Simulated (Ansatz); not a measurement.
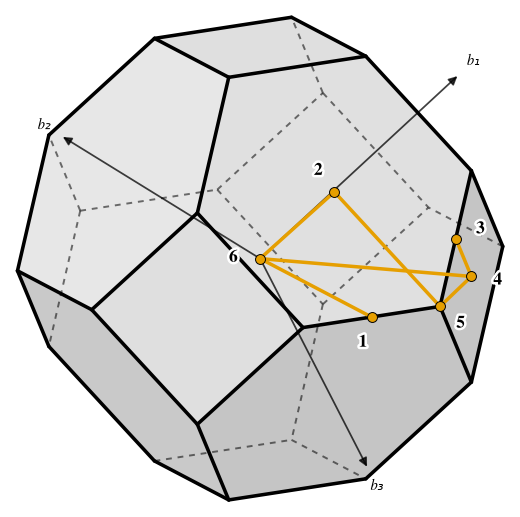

The first Brillouin zone of a face-centred cubic lattice (cF; extended symbol cF2) is drawn with its special points numbered. Crystal: AlSb, coordinates from a relaxation with Ansatz 0.2.0, DFT PBEsol, scalar-relativistic, plane waves, PAW. Symmetry computed with spglib at a tolerance of 0.002 Å; standard conventional cell.

a = 6.157 Å, b = 6.157 Å, c = 6.157 Å, α = 90.00°, β = 90.00°, γ = 90.00°.

Labels and path follow the convention of Hinuma et al. (2017), as computed by seekpath; the arrows show the directions of the reciprocal primitive vectors b₁, b₂, b₃, in which coordinates are given.

Give the label and coordinates of each numbered point.

| no. | label | coordinates |
| --- | --- | --- |
| 1 | K | (3/8, 3/8, 3/4) |
| 2 | L | (1/2, 1/2, 1/2) |
| 3 | U | (5/8, 1/4, 5/8) |
| 4 | X | (1/2, 0, 1/2) |
| 5 | W | (1/2, 1/4, 3/4) |
| 6 | Γ | (0, 0, 0) |
